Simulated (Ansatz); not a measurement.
## Single-point calculation of Ta$_{8}$H$_{4}$C (part 1 of 2)

Ta$_{8}$H$_{4}$C (slab, 13 atoms in the cell), computed with DFT, PBEsol, plane waves, PAW, Ueff = 5 eV on Ta d, no spin polarisation (Ansatz 0.2.0).

The structure derives from an entry of the Crystallography Open Database. Figures and captions count atoms from 1; the log counts them from 0 in places.

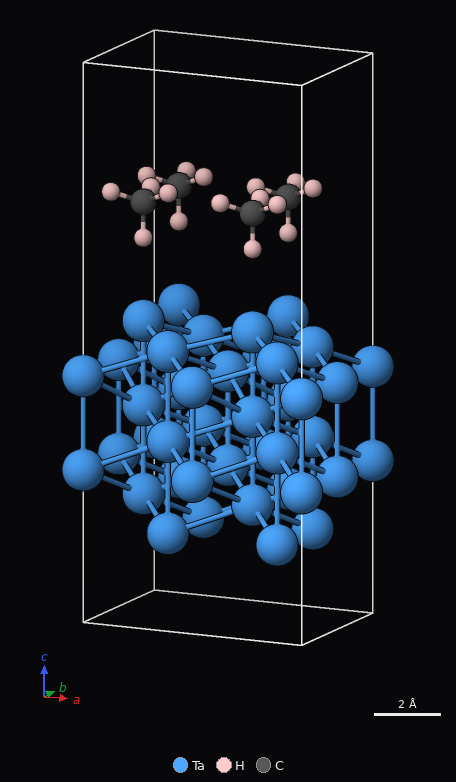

Figure 1. The structure as given in the input (ball-and-stick view of the 2 × 2 repeat of the cell, with the vacuum cut short, seen slightly off an axis). An atom can appear more than once, as a periodic image.

### Input
```yaml
crystal:
  lattice:
    - [4.6393552034, 0.0, 0.0]
    - [-2.3196776017, 4.0177994633, 0.0]
    - [0.0, 0.0, 27.0787309072]
  atoms:
    - { symbol: Ta, position: [0.6666666667, 0.3333333333, 0.3138994966] }
    - { symbol: Ta, position: [0.3333333333, 0.6666666667, 0.3488717565] }
    - { symbol: Ta, position: [0.0, 0.0, 0.3838440164] }
    - { symbol: Ta, position: [0.6666666667, 0.3333333333, 0.4188162763] }
    - { symbol: Ta, position: [0.3333333333, 0.6666666667, 0.4500794131] }
    - { symbol: Ta, position: [0.0, 0.0, 0.491207488] }
    - { symbol: Ta, position: [0.6666666667, 0.3333333333, 0.5215077201] }
    - { symbol: Ta, position: [0.3333333333, 0.6666666667, 0.5463177514] }
    - { symbol: H, position: [0.3333333333, 0.6666666667, 0.640995402] }
    - { symbol: C, position: [0.3333333333, 0.6666666667, 0.6819146609] }
    - { symbol: H, position: [0.5597355223, 0.6707397644, 0.6947177019] }
    - { symbol: H, position: [0.3292602356, 0.8889957579, 0.6947177019] }
    - { symbol: H, position: [0.1110042421, 0.4402644777, 0.6947177019] }
basis:
  ecutwfc: 420
kpoints:
  mp_grid: { grid: [6, 6, 1] }
hamiltonian:
  xc: pbesol
  hubbard: { sites: [{ species: Ta, l: d, u_eff: 5.0 }], double_counting: fll }
scf:
  occupations: { method: gaussian, width: 0.1 }
output:
  forces: true
  eigenvalues: true
efield:
  axis: 3
  dipole_correction: true
  ramp_width: 0.04
```

Launch command:
```bash
ansatz run input.yaml --threads 4 --pin off --max-ram 10240MiB --backend cpu --events-out ev --progress --plain --runs-dir out
```

### Output
```
Ta: projections on atomic orbitals take those of the free atom [Kr 4d10 4f14] 5s2 5p6 5d3 6s2, of charge +0.00 (hamiltonian.pseudopotentials.projection_atoms); the dataset's partial waves leave at most 6.0e-5 of an orbital's norm unspanned inside its sphere
H: projections on atomic orbitals take those of the free atom 1s1, of charge +0.00 (hamiltonian.pseudopotentials.projection_atoms); the dataset's partial waves leave at most 1.2e-11 of an orbital's norm unspanned inside its sphere
C: projections on atomic orbitals take those of the free atom [He] 2s2 2p2, of charge +0.00 (hamiltonian.pseudopotentials.projection_atoms); the dataset's partial waves leave at most 3.7e-9 of an orbital's norm unspanned inside its sphere
Engine: ansatz 0.2.0, x86_64-unknown-linux-gnu
Pseudopotentials: kind: paw
Pseudopotential: Ta, paw, valence charge 13, recommended cutoff 420 eV (normal), Ta.paw.azcp
Pseudopotential: H, paw, valence charge 1, recommended cutoff 420 eV (normal), H.paw.azcp
Pseudopotential: C, paw, valence charge 4, recommended cutoff 420 eV (normal), C.paw.azcp
Functional definition: PBEsol
  exchange = pbesol_x
  correlation = pbesol_c
Crystal: 13 atoms, lattice volume = 504.748 Å³
Basis set: ecut = 420 eV, 9925 PW (Γ), exchange–correlation on 64×64×384 points (8 copies of the dense FFT grid, shifted against one another)
Bands: 69, of which v1, the nominal top of the filled ones, is band 56 counted from 1 (55 counted from 0)
Symmetry: 3 space group operations
Space group: P3 (ITA 143), of the structure as read, at distance tolerance 8.0e-5 Å
k-points: 8 of 36 (time reversal used)
Non-local potential: Ta, projectors of the file, l = 0: 3, l = 1: 2, l = 2: 2, l = 3: 1
Non-local potential: H, projectors of the file, l = 0: 2, l = 1: 1
Non-local potential: C, projectors of the file, l = 0: 2, l = 1: 2, l = 2: 1
PAW form: soft (Blöchl's): semilocal exchange-correlation on the pseudo side does not see the compensation charge
PAW frozen core: Ta, regenerated for the run's functional, and the local potential with it (the file was generated under x = pbe(κ = 0.804, μ = 0.2195149727645171), c = pbe(β = 0.06672455060314922))
PAW frozen core: C, regenerated for the run's functional, and the local potential with it (the file was generated under x = pbe(κ = 0.804, μ = 0.2195149727645171), c = pbe(β = 0.06672455060314922))
PAW one-centre angular grid: Ta, 590 points (default); XC on 64 Gauss nodes
PAW one-centre angular grid: H, 110 points (default); XC on 64 Gauss nodes
PAW one-centre angular grid: C, 110 points (default); XC on 64 Gauss nodes
Initial density: superposition of atomic densities (neutral atoms: chi_scale 0, normalization atom)
Initial wavefunctions: pseudopotential atomic-orbital guess
Functional: x = pbesol(κ = 0.804, μ = 0.12345679012345678), c = pbesol(β = 0.046)
```
